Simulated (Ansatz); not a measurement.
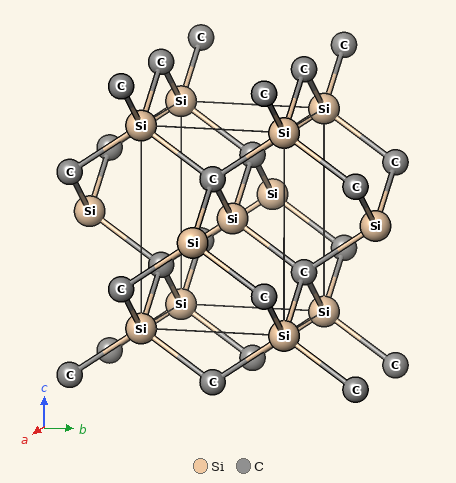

An orthographic ball-and-stick view of the structure, slightly off an axis. The conventional unit cell is drawn as a box. The first bonded neighbours in the surrounding cells are also shown.

SiC, space group Imm2 (No. 44), a = 3.016 Å, b = 3.144 Å, c = 4.356 Å, α = 90.00°, β = 90.00°, γ = 90.00°. The cell started as a structure type filled with these elements by a generator (whether the compound takes this form wasn't checked). The cell was then strained or its atoms displaced on purpose. A calculation with Ansatz used it as input.

This one geometry was computed with Ansatz (DFT, plane waves, PAW) at three levels of theory: r2SCAN, PBE and HSE06. It was relaxed with r2SCAN and then strained.

Question: Which level gives the highest pressure at this volume, and what does that say about its equilibrium volume?

Answer: Highest: PBE (3.8 GPa), which points to the largest equilibrium volume. Lowest, with the smallest volume: HSE06 (-0.9 GPa). Levels within 0.5 GPa of each other can't be told apart.

Question: How does the band gap change with the level of theory?

Answer: PBE: a gap of 1.07 eV, indirect; r2SCAN: a gap of 1.41 eV, indirect; HSE06: a gap of 1.94 eV, indirect.

Question: Collect the results in a table.

Answer:
| level | cutoff (eV) | k-mesh of the run's cell | gap (eV) | pressure (GPa) |
| --- | --- | --- | --- | --- |
| r2SCAN | 500 | 10×10×10 | 1.41 | 0.3 |
| PBE | 420 | 10×10×10 | 1.07 | 3.8 |
| HSE06 | 420 | 8×8×8 | 1.94 | -0.9 |

Gaps are taken on the k-mesh or band path of each run.
